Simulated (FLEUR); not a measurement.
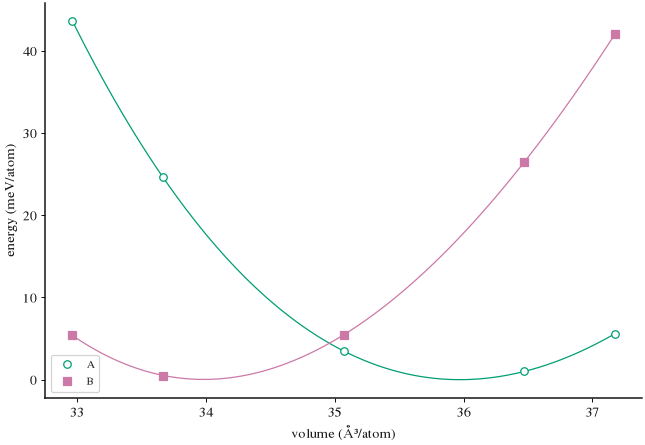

The picture above shows the energy against volume, with one curve for each functional, for Bi (space group R-3m). The labels are replaced by letters. In alphabetical order the cases are: LDA; r2SCAN.

Calculation (FLEUR MaX-R8.1 (later development tree)): all-electron LAPW DFT, no spin polarisation; energies at scaled volumes of the given cell, shape and fractions fixed, counted from the fit's minimum, third-order Birch-Murnaghan fit. All runs: no spin polarisation.

- k mesh: 7×7×7
- occupations: Fermi–Dirac
- smearing width: 0.05 eV
- potentials: all electron

> Which letter stands for which functional?

A: r2SCAN; B: LDA.

Caveats: spin-orbit coupling left out, heavy elements; shape and atomic fractions are frozen while scaling, which makes layered, chain and framework solids too stiff.
